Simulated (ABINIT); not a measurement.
# Run report: GaN, geometry relaxation (part 2 of 2)

Continued. System: GaN (F-43m, 2 atoms in the cell). Method: Kohn-Sham DFT of a periodic cell, PBE, PseudoDojo NC SR PBE v0.4.1 standard, no spin polarisation (ABINIT 10.8.3); cutoff 1142.88 eV, 8×8×8 k-mesh, fermi-dirac of 0.05 eV. The structure derives from a Materials Project entry.

Geometry of the input (Å; fractional positions):
```
0.0000  2.2535  2.2535
2.2535  0.0000  2.2535
2.2535  2.2535  0.0000
Ga 0.0000  0.0000  0.0000
N  0.2500  0.2500  0.2500
```

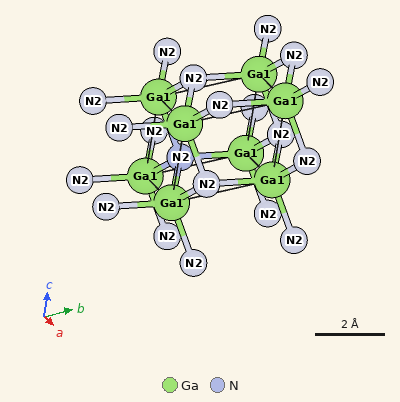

Figure 1. The geometry at step 2 of the log (ball-and-stick view of the cell of the calculation, seen slightly off an axis; neighbours outside the cell are drawn fainter; atoms are numbered from 1 in the order of the input).

### The program's output, continued
```
--- !ResultsGS
iteration_state: {dtset: 1, itime: 2, icycle: 1, }
comment   : Summary of ground state results
lattice_vectors:
- [  0.0000000,   4.2811369,   4.2811369, ]
- [  4.2811369,   0.0000000,   4.2811369, ]
- [  4.2811369,   4.2811369,   0.0000000, ]
lattice_lengths: [   6.05444,    6.05444,    6.05444, ]
lattice_angles: [ 60.000,  60.000,  60.000, ] # degrees, (23, 13, 12)
lattice_volume:   1.5693050E+02
convergence: {deltae:  1.705E-12, res2:  2.422E-13, residm:  3.081E-06, diffor: null, }
etotal    :  -8.68800361E+01
entropy   :   0.00000000E+00
fermie    :   2.20963187E-01
cartesian_stress_tensor: # hartree/bohr^3
- [ -7.53387581E-05,   0.00000000E+00,   0.00000000E+00, ]
- [  0.00000000E+00,  -7.53387581E-05,   0.00000000E+00, ]
- [  0.00000000E+00,   0.00000000E+00,  -7.53387581E-05, ]
pressure_GPa:   2.2165E+00
xred      :
- [  0.0000E+00,   0.0000E+00,   0.0000E+00, Ga]
- [  2.5000E-01,   2.5000E-01,   2.5000E-01,  N]
cartesian_forces: # hartree/bohr
- [  6.28955642E-29,   6.28955642E-29,  -1.88686693E-28, ]
- [ -6.28955642E-29,  -6.28955642E-29,   1.88686693E-28, ]
force_length_stats: {min:   2.08600987E-28, max:   2.08600987E-28, mean:   2.08600987E-28, }
...

 Integrated electronic density in atomic spheres:
 ------------------------------------------------
 Atom  Sphere_radius  Integrated_density
    1        2.00000         10.86905220
    2        2.00000          5.21321253

---OUTPUT-----------------------------------------------------------------------

 Cartesian coordinates (xcart) [bohr]
  0.00000000000000E+00  0.00000000000000E+00  0.00000000000000E+00
  2.14056846346507E+00  2.14056846346507E+00  2.14056846346507E+00
 Reduced coordinates (xred)
  0.00000000000000E+00  0.00000000000000E+00  0.00000000000000E+00
  2.50000000000000E-01  2.50000000000000E-01  2.50000000000000E-01
 Cartesian forces (fcart) [Ha/bohr]; max,rms= 1.88687E-28 1.20436E-28 (free atoms)
  6.28955641716695E-29  6.28955641716696E-29 -1.88686692515009E-28
 -6.28955641716695E-29 -6.28955641716696E-29  1.88686692515009E-28
 Gradient of E wrt nuclear positions in reduced coordinates (gred)
  5.38529044630877E-28  5.38529044630877E-28 -5.38529044630877E-28
 -5.38529044630877E-28 -5.38529044630877E-28  5.38529044630877E-28
 Scale of Primitive Cell (acell) [bohr]
  6.05444190444088E+00  6.05444190444088E+00  6.05444190444088E+00
 Real space primitive translations (rprimd) [bohr]
  0.00000000000000E+00  4.28113692693014E+00  4.28113692693014E+00
  4.28113692693014E+00  0.00000000000000E+00  4.28113692693014E+00
  4.28113692693014E+00  4.28113692693014E+00  0.00000000000000E+00
 Unitary Cell Volume (ucvol) [Bohr^3]=  1.56930497290642E+02
 Angles (23,13,12)= [degrees]
  6.00000000000000E+01  6.00000000000000E+01  6.00000000000000E+01
 Lengths [Bohr]
  6.05444190444087E+00  6.05444190444087E+00  6.05444190444087E+00
 Stress tensor in cartesian coordinates (strten) [Ha/bohr^3]
 -7.53387580883884E-05  0.00000000000000E+00  0.00000000000000E+00
  0.00000000000000E+00 -7.53387580883814E-05  0.00000000000000E+00
  0.00000000000000E+00  0.00000000000000E+00 -7.53387580883884E-05
 Total energy (etotal) [Ha]= -8.68800360965818E+01

 Difference of energy with previous step (new-old):
           Absolute (Ha)=-3.10961E-04
           Relative     =-3.57920E-06

--- Iteration: ( 3/50) Internal Cycle: (1/1)
--------------------------------------------------------------------------------

---SELF-CONSISTENT-FIELD CONVERGENCE--------------------------------------------

--- !BeginCycle
iteration_state: {dtset: 1, itime: 3, icycle: 1, }
solver: {iscf: 7, nstep: 80, nline: 4, wfoptalg: 0, }
tolerances: {tolvrs: 1.00E-12, }
...

     iter   Etot(hartree)      deltaE(h)  residm     vres2
 ETOT  1  -86.878808252369    -8.688E+01 4.317E-06 1.584E+01
 ETOT  2  -86.879981332583    -1.173E-03 6.794E-06 5.609E-01
 ETOT  3  -86.880087023659    -1.057E-04 9.606E-06 1.848E-01
 ETOT  4  -86.880104154391    -1.713E-05 2.171E-06 3.585E-02
 ETOT  5  -86.880109297786    -5.143E-06 4.250E-07 1.958E-03
 ETOT  6  -86.880109544298    -2.465E-07 3.472E-07 2.836E-06
 ETOT  7  -86.880109544521    -2.231E-10 1.692E-07 7.285E-08
 ETOT  8  -86.880109544522    -1.393E-12 2.368E-07 2.028E-09
 ETOT  9  -86.880109544524    -1.819E-12 1.257E-07 1.373E-11
 ETOT 10  -86.880109544525    -7.248E-13 1.723E-07 1.534E-13

 At SCF step   10       vres2   =  1.53E-13 < tolvrs=  1.00E-12 =>converged.

 Cartesian components of stress tensor (hartree/bohr^3)
  sigma(1 1)= -2.77886467E-06  sigma(3 2)=  0.00000000E+00
  sigma(2 2)= -2.77886467E-06  sigma(3 1)=  0.00000000E+00
  sigma(3 3)= -2.77886467E-06  sigma(2 1)=  0.00000000E+00

--- !ResultsGS
iteration_state: {dtset: 1, itime: 3, icycle: 1, }
comment   : Summary of ground state results
lattice_vectors:
- [  0.0000000,   4.2983533,   4.2983533, ]
- [  4.2983533,   0.0000000,   4.2983533, ]
- [  4.2983533,   4.2983533,   0.0000000, ]
lattice_lengths: [   6.07879,    6.07879,    6.07879, ]
lattice_angles: [ 60.000,  60.000,  60.000, ] # degrees, (23, 13, 12)
lattice_volume:   1.5883139E+02
convergence: {deltae: -7.248E-13, res2:  1.534E-13, residm:  1.723E-07, diffor: null, }
etotal    :  -8.68801095E+01
entropy   :   0.00000000E+00
fermie    :   2.14851370E-01
cartesian_stress_tensor: # hartree/bohr^3
- [ -2.77886467E-06,   0.00000000E+00,   0.00000000E+00, ]
- [  0.00000000E+00,  -2.77886467E-06,   0.00000000E+00, ]
- [  0.00000000E+00,   0.00000000E+00,  -2.77886467E-06, ]
pressure_GPa:   8.1757E-02
xred      :
- [ -3.9210E-29,  -3.9210E-29,   6.5350E-29, Ga]
- [  2.5000E-01,   2.5000E-01,   2.5000E-01,  N]
cartesian_forces: # hartree/bohr
- [ -1.25287291E-28,  -1.25287291E-28,   3.75861872E-28, ]
- [  1.25287291E-28,   1.25287291E-28,  -3.75861872E-28, ]
force_length_stats: {min:   4.15530934E-28, max:   4.15530934E-28, mean:   4.15530934E-28, }
...

 Integrated electronic density in atomic spheres:
 ------------------------------------------------
 Atom  Sphere_radius  Integrated_density
    1        2.00000         10.87855773
    2        2.00000          5.21825413

---OUTPUT-----------------------------------------------------------------------

 Cartesian coordinates (xcart) [bohr]
  1.12358747080941E-28  1.12358747080941E-28 -3.37076241242824E-28
  2.14917667062860E+00  2.14917667062860E+00  2.14917667062860E+00
 Reduced coordinates (xred)
 -3.92099269745276E-29 -3.92099269745276E-29  6.53498782908793E-29
  2.50000000000000E-01  2.50000000000000E-01  2.50000000000000E-01
 Cartesian forces (fcart) [Ha/bohr]; max,rms= 3.75862E-28 2.39907E-28 (free atoms)
 -1.25287290707786E-28 -1.25287290707786E-28  3.75861872123359E-28
  1.25287290707786E-28  1.25287290707786E-28 -3.75861872123359E-28
 Gradient of E wrt nuclear positions in reduced coordinates (gred)
 -1.07705808926175E-27 -1.07705808926175E-27  1.07705808926175E-27
  1.07705808926175E-27  1.07705808926175E-27 -1.07705808926175E-27
 Scale of Primitive Cell (acell) [bohr]
  6.07878959107765E+00  6.07878959107765E+00  6.07878959107765E+00
 Real space primitive translations (rprimd) [bohr]
  0.00000000000000E+00  4.29835334125721E+00  4.29835334125721E+00
  4.29835334125721E+00  0.00000000000000E+00  4.29835334125721E+00
  4.29835334125721E+00  4.29835334125721E+00  0.00000000000000E+00
 Unitary Cell Volume (ucvol) [Bohr^3]=  1.58831389626458E+02
 Angles (23,13,12)= [degrees]
  6.00000000000000E+01  6.00000000000000E+01  6.00000000000000E+01
 Lengths [Bohr]
  6.07878959107765E+00  6.07878959107765E+00  6.07878959107765E+00
 Stress tensor in cartesian coordinates (strten) [Ha/bohr^3]
 -2.77886466891822E-06  0.00000000000000E+00  0.00000000000000E+00
  0.00000000000000E+00 -2.77886466891822E-06  0.00000000000000E+00
  0.00000000000000E+00  0.00000000000000E+00 -2.77886466891128E-06
 Total energy (etotal) [Ha]= -8.68801095445249E+01

 Difference of energy with previous step (new-old):
           Absolute (Ha)=-7.34479E-05
           Relative     =-8.45395E-07

--- Iteration: ( 4/50) Internal Cycle: (1/1)
--------------------------------------------------------------------------------

---SELF-CONSISTENT-FIELD CONVERGENCE--------------------------------------------

--- !BeginCycle
iteration_state: {dtset: 1, itime: 4, icycle: 1, }
solver: {iscf: 7, nstep: 80, nline: 4, wfoptalg: 0, }
tolerances: {tolvrs: 1.00E-12, }
...

     iter   Etot(hartree)      deltaE(h)  residm     vres2
 ETOT  1  -86.880107759884    -8.688E+01 1.373E-07 2.331E-02
 ETOT  2  -86.880109468085    -1.708E-06 6.306E-08 8.020E-04
 ETOT  3  -86.880109617145    -1.491E-07 8.091E-08 2.683E-04
 ETOT  4  -86.880109641593    -2.445E-08 5.184E-08 4.998E-05
 ETOT  5  -86.880109648823    -7.230E-09 6.386E-08 3.037E-06
 ETOT  6  -86.880109649206    -3.823E-10 4.528E-08 4.054E-09
 ETOT  7  -86.880109649209    -3.837E-12 5.288E-08 1.060E-10
 ETOT  8  -86.880109649206     2.871E-12 3.347E-08 2.934E-12
 ETOT  9  -86.880109649206     9.948E-14 3.906E-08 2.111E-14

 At SCF step    9       vres2   =  2.11E-14 < tolvrs=  1.00E-12 =>converged.

 Cartesian components of stress tensor (hartree/bohr^3)
  sigma(1 1)= -4.93586532E-08  sigma(3 2)=  0.00000000E+00
  sigma(2 2)= -4.93586532E-08  sigma(3 1)=  0.00000000E+00
  sigma(3 3)= -4.93586532E-08  sigma(2 1)=  0.00000000E+00

--- !ResultsGS
iteration_state: {dtset: 1, itime: 4, icycle: 1, }
comment   : Summary of ground state results
lattice_vectors:
- [  0.0000000,   4.2990210,   4.2990210, ]
- [  4.2990210,   0.0000000,   4.2990210, ]
- [  4.2990210,   4.2990210,   0.0000000, ]
lattice_lengths: [   6.07973,    6.07973,    6.07973, ]
lattice_angles: [ 60.000,  60.000,  60.000, ] # degrees, (23, 13, 12)
lattice_volume:   1.5890541E+02
convergence: {deltae:  9.948E-14, res2:  2.111E-14, residm:  3.906E-08, diffor: null, }
etotal    :  -8.68801096E+01
entropy   :   0.00000000E+00
fermie    :   2.14616001E-01
cartesian_stress_tensor: # hartree/bohr^3
- [ -4.93586532E-08,   0.00000000E+00,   0.00000000E+00, ]
- [  0.00000000E+00,  -4.93586532E-08,   0.00000000E+00, ]
- [  0.00000000E+00,   0.00000000E+00,  -4.93586532E-08, ]
pressure_GPa:   1.4522E-03
xred      :
- [  6.4044E-30,   6.4044E-30,  -1.0674E-29, Ga]
- [  2.5000E-01,   2.5000E-01,   2.5000E-01,  N]
cartesian_forces: # hartree/bohr
- [  6.26339167E-29,   6.26339167E-29,  -1.87901750E-28, ]
- [ -6.26339167E-29,  -6.26339167E-29,   1.87901750E-28, ]
force_length_stats: {min:   2.07733201E-28, max:   2.07733201E-28, mean:   2.07733201E-28, }
...

 Integrated electronic density in atomic spheres:
 ------------------------------------------------
 Atom  Sphere_radius  Integrated_density
    1        2.00000         10.87892512
    2        2.00000          5.21844838

---OUTPUT-----------------------------------------------------------------------

 Cartesian coordinates (xcart) [bohr]
 -1.83551355643233E-29 -1.83551355643233E-29  5.50654066929700E-29
  2.14951049187169E+00  2.14951049187169E+00  2.14951049187169E+00
 Reduced coordinates (xred)
  6.40441241170935E-30  6.40441241170933E-30 -1.06740206861822E-29
  2.50000000000000E-01  2.50000000000000E-01  2.50000000000000E-01
 Cartesian forces (fcart) [Ha/bohr]; max,rms= 1.87902E-28 1.19935E-28 (free atoms)
  6.26339167297983E-29  6.26339167297983E-29 -1.87901750189395E-28
 -6.26339167297983E-29 -6.26339167297983E-29  1.87901750189395E-28
 Gradient of E wrt nuclear positions in reduced coordinates (gred)
  5.38529044630877E-28  5.38529044630877E-28 -5.38529044630877E-28
 -5.38529044630877E-28 -5.38529044630877E-28  5.38529044630877E-28
 Scale of Primitive Cell (acell) [bohr]
  6.07973378013642E+00  6.07973378013642E+00  6.07973378013642E+00
 Real space primitive translations (rprimd) [bohr]
  0.00000000000000E+00  4.29902098374338E+00  4.29902098374338E+00
  4.29902098374338E+00  0.00000000000000E+00  4.29902098374338E+00
  4.29902098374338E+00  4.29902098374338E+00  0.00000000000000E+00
 Unitary Cell Volume (ucvol) [Bohr^3]=  1.58905412663213E+02
 Angles (23,13,12)= [degrees]
  6.00000000000000E+01  6.00000000000000E+01  6.00000000000000E+01
 Lengths [Bohr]
  6.07973378013642E+00  6.07973378013642E+00  6.07973378013642E+00
 Stress tensor in cartesian coordinates (strten) [Ha/bohr^3]
 -4.93586532132606E-08  0.00000000000000E+00  0.00000000000000E+00
  0.00000000000000E+00 -4.93586532097912E-08  0.00000000000000E+00
  0.00000000000000E+00  0.00000000000000E+00 -4.93586532028523E-08
 Total energy (etotal) [Ha]= -8.68801096492064E+01

 Difference of energy with previous step (new-old):
           Absolute (Ha)=-1.04682E-07
           Relative     =-1.20490E-09

 At Broyd/MD step   4, gradients are converged :
  max grad (force/stress) = 4.9359E-06 < tolmxf= 2.0000E-05 ha/bohr (free atoms)

================================================================================

 ----iterations are completed or convergence reached----

 Mean square residual over all n,k,spin=   10.364E-11; max=  39.063E-09
 reduced coordinates (array xred) for    2 atoms
       0.000000000000      0.000000000000     -0.000000000000
       0.250000000000      0.250000000000      0.250000000000
 rms dE/dt=  7.6160E-28; max dE/dt=  1.0771E-27; dE/dt below (all hartree)
    1       0.000000000000      0.000000000000      0.000000000000
    2      -0.000000000000     -0.000000000000      0.000000000000

 cartesian coordinates (angstrom) at end:
    1     -0.00000000000000    -0.00000000000000     0.00000000000000
    2      1.13747196612372     1.13747196612372     1.13747196612372

 cartesian forces (hartree/bohr) at end:
    1      0.00000000000000     0.00000000000000    -0.00000000000000
    2     -0.00000000000000    -0.00000000000000     0.00000000000000
 frms,max,avg= 1.1993482E-28 1.8790175E-28   0.000E+00  0.000E+00  0.000E+00 h/b

 cartesian forces (eV/Angstrom) at end:
    1      0.00000000000000     0.00000000000000    -0.00000000000000
    2     -0.00000000000000    -0.00000000000000     0.00000000000000
 frms,max,avg= 6.1672964E-27 9.6622965E-27   0.000E+00  0.000E+00  0.000E+00 e/A
 length scales=  6.079733780136  6.079733780136  6.079733780136 bohr
              =  3.217256562623  3.217256562623  3.217256562623 angstroms
 Fermi (or HOMO) energy (hartree) =   0.21462   Average Vxc (hartree)=  -0.42560
 Eigenvalues (hartree) for nkpt=  29  k points:
 kpt#   1, nband= 13, wtk=  0.00195, kpt=  0.0000  0.0000  0.0000 (reduced coord)
  -0.39141   -0.31312   -0.31312   -0.31312   -0.30285   -0.30285    0.18445    0.18445
   0.18445    0.24226    0.55829    0.55829    0.55829
      occupation numbers for kpt#   1
   2.00000    2.00000    2.00000    2.00000    2.00000    2.00000    2.00000    2.00000
   2.00000    0.00000    0.00000    0.00000    0.00000
 prteigrs : prtvol=0 or 1, do not print more k-points.

--- !EnergyTerms
iteration_state     : {dtset: 1, itime: 4, icycle: 1, }
comment             : Components of total free energy in Hartree
kinetic             :  7.00699887574024E+01
hartree             :  2.21141197142269E+01
xc                  : -2.40483481031241E+01
Ewald energy        : -5.77872800714060E+01
psp_core            :  3.38735783480872E+00
local_psp           : -6.12018324275773E+01
non_local_psp       : -3.94141153534650E+01
internal            : -8.68801096491344E+01
'-kT*entropy'       : -7.19447813878177E-11
total_energy        : -8.68801096492064E+01
total_energy_eV     : -2.36412822075774E+03
band_energy         : -3.26618714939177E+00
...

 Cartesian components of stress tensor (hartree/bohr^3)
  sigma(1 1)= -4.93586532E-08  sigma(3 2)=  0.00000000E+00
  sigma(2 2)= -4.93586532E-08  sigma(3 1)=  0.00000000E+00
  sigma(3 3)= -4.93586532E-08  sigma(2 1)=  0.00000000E+00

-Cartesian components of stress tensor (GPa)         [Pressure=  1.4522E-03 GPa]
- sigma(1 1)= -1.45218171E-03  sigma(3 2)=  0.00000000E+00
- sigma(2 2)= -1.45218171E-03  sigma(3 1)=  0.00000000E+00
- sigma(3 3)= -1.45218171E-03  sigma(2 1)=  0.00000000E+00

== END DATASET(S) ==============================================================
================================================================================

 -outvars: echo values of variables after computation  --------
            acell      6.0797337801E+00  6.0797337801E+00  6.0797337801E+00 Bohr
           etotal     -8.6880109649E+01
            fcart      6.2633916730E-29  6.2633916730E-29 -1.8790175019E-28
                      -6.2633916730E-29 -6.2633916730E-29  1.8790175019E-28
            rprim      0.0000000000E+00  7.0710678119E-01  7.0710678119E-01
                       7.0710678119E-01  0.0000000000E+00  7.0710678119E-01
                       7.0710678119E-01  7.0710678119E-01  0.0000000000E+00
           strten     -4.9358653213E-08 -4.9358653210E-08 -4.9358653203E-08
                       0.0000000000E+00  0.0000000000E+00  0.0000000000E+00
           xangst     -9.7131194371E-30 -9.7131194371E-30  2.9139358311E-29
                       1.1374719661E+00  1.1374719661E+00  1.1374719661E+00
             xred      6.4044124117E-30  6.4044124117E-30 -1.0674020686E-29
                       2.5000000000E-01  2.5000000000E-01  2.5000000000E-01
 Calculation completed.
```

### Trajectory as extended XYZ (Å, eV, eV/Å), 4 frames, from step=0 to step=3
```
2
Lattice="0.0000 2.2535 2.2535 2.2535 0.0000 2.2535 2.2535 2.2535 0.0000" Properties=species:S:1:pos:R:3:forces:R:3 step=0 energy=-2364.11776
Ga    0.0000    0.0000    0.0000    0.0000   0.0000   0.0000
N     1.1267    1.1267    1.1267    0.0000   0.0000   0.0000
2
Lattice="0.0000 2.2655 2.2655 2.2655 0.0000 2.2655 2.2655 2.2655 0.0000" Properties=species:S:1:pos:R:3:forces:R:3 step=1 energy=-2364.12622
Ga    0.0000    0.0000    0.0000    0.0000   0.0000   0.0000
N     1.1327    1.1327    1.1327    0.0000   0.0000   0.0000
2
Lattice="0.0000 2.2746 2.2746 2.2746 0.0000 2.2746 2.2746 2.2746 0.0000" Properties=species:S:1:pos:R:3:forces:R:3 step=2 energy=-2364.12822
Ga    0.0000    0.0000    0.0000    0.0000   0.0000   0.0000
N     1.1373    1.1373    1.1373    0.0000   0.0000   0.0000
2
Lattice="0.0000 2.2749 2.2749 2.2749 0.0000 2.2749 2.2749 2.2749 0.0000" Properties=species:S:1:pos:R:3:forces:R:3 step=3 energy=-2364.12822
Ga    0.0000    0.0000    0.0000    0.0000   0.0000   0.0000
N     1.1375    1.1375    1.1375    0.0000   0.0000   0.0000
```

### Results in brief

```csv
quantity,value
outcome,converged
space group (tolerance 0.01 Å),F-43m (216)
electrons treated,18
free energy,−2364.1282 eV
Fermi energy,5.840 eV
gap on the k-point mesh,1.57 eV
pressure,0.00 GPa
final volume,23.55 Å³
largest force (length of the vector) at the end,under 0.001 eV/Å
final cell,"a = 3.217 Å, b = 3.217 Å, c = 3.217 Å, α = 60.00°, β = 60.00°, γ = 60.00°"
hardware,"4 threads of Arm Neoverse V1, 24 GiB of memory available, shared host"
wall time,36 s (CPU time 2.4 min)
peak memory,0.32 GiB
```
